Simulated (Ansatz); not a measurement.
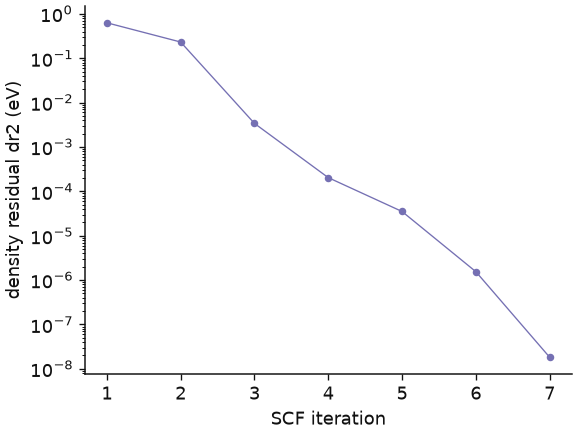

The plot shows the SCF iterations of a calculation: density residual dr2. The starting density is a sum of atomic densities corrected by a trained network.

Pt (1 atom in the cell), run with Ansatz.

```
crystal:
  lattice:
    - [0.0, 1.9850550533, 1.9850550533]
    - [1.9850550533, 0.0, 1.9850550533]
    - [1.9850550533, 1.9850550533, 0.0]
  atoms:
    - { symbol: Pt, position: [0.0, 0.0, 0.0] }
basis:
  ecutwfc: 420
kpoints:
  mp_grid: { grid: [1, 1, 1] }
hamiltonian:
  xc: pbe
scf:
  occupations: { method: gaussian, width: 0.1 }
  max_iter: 80
output:
  forces: true
  eigenvalues: true
  stress: true
```

Run as:
```bash
ansatz run input.yaml --threads 1 --pin off --max-ram 2560MiB --backend cpu --events-out ev --progress --plain --runs-dir out
```

Was self-consistency reached?

The run converged; it took 7 iterations. The residual falls at every step.

Read the residual at the first and at the last step drawn.

It starts near 0.6 and ends near 2 × 10⁻⁸ eV.

Is anything amiss with this input?

The input holds a fault (one k-point for a small cell). The SCF closed all the same, which doesn't make the results meaningful for the real system.
